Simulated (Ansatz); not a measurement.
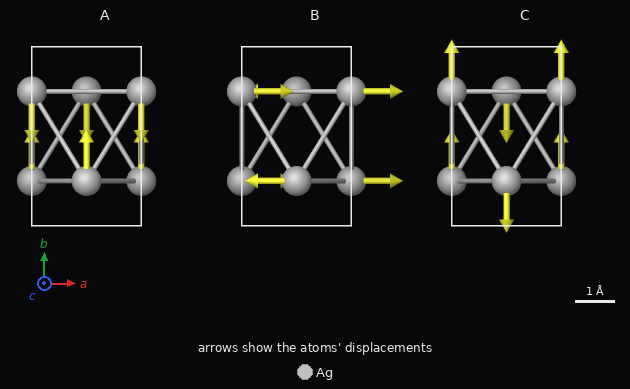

Three modes of crystalline Ag at the zone centre of a doubled cell, in no order. The yellow arrows are the displacements of the atoms (eigenvector over the root of the mass), of arbitrary overall length and sign. The picture is a ball-and-stick view of the cell of the calculation, seen along the c axis.

All numbers below come from DFT PBEsol, scalar-relativistic, plane waves, PAW in Ansatz. (plane-wave cutoff 420 eV; k-point mesh 20 × 14 × 12; occupations gaussian; smearing width 0.15 eV; no spin polarisation)

### Order them from the lowest to the highest frequency (imaginary ones first).

B (116 cm⁻¹), C (137 cm⁻¹), A (177 cm⁻¹). B, non-degenerate: All motion is along a of the drawn cell; atoms of one kind move against one another, with no net shift of their sublattice. C, non-degenerate: All motion is along b of the drawn cell; atoms of one kind move against one another, with no net shift of their sublattice. A, non-degenerate: All motion is along b of the drawn cell; atoms of one kind move against one another, with no net shift of their sublattice. The crystal is metallic in this run.
